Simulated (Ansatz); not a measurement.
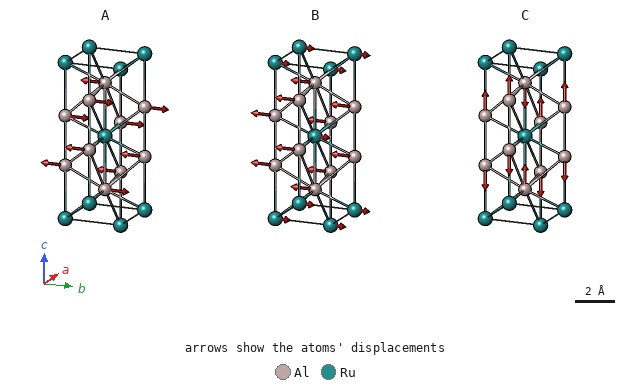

Three optical modes of crystalline Al2Ru at the zone centre, in no order (one member of each degenerate set). Displacements are drawn as red arrows; their common scale and sign are arbitrary. Style: ball-and-stick. Shown: the conventional cell (2 times the calculation's cell), from a free direction. Lengths and directions refer to the drawn axes.

Level of theory: DFT PBEsol, scalar-relativistic, plane waves, PAW (Ansatz). Settings: plane-wave cutoff 420 eV; k-point mesh 18 × 18 × 18; occupations fermi dirac; smearing width 0.15 eV; no spin polarisation.

The frequencies depend somewhat on the k-mesh and the smearing.

Q: Order them from the lowest to the highest frequency (imaginary ones first).

A: B (261 cm⁻¹), A (330 cm⁻¹), C (443 cm⁻¹). B, E_u: The Al sublattice moves against the Ru sublattice, along b; the kinetic energy is shared as Al 65 %, Ru 35 %. A, E_g: The Ru atoms stay at rest; all motion is along b; atoms of one kind move against one another, with no net shift of their sublattice. C, A₁g: The Ru atoms stay at rest; all motion is along c; atoms of one kind move against one another, with no net shift of their sublattice. The crystal is metallic in this run.
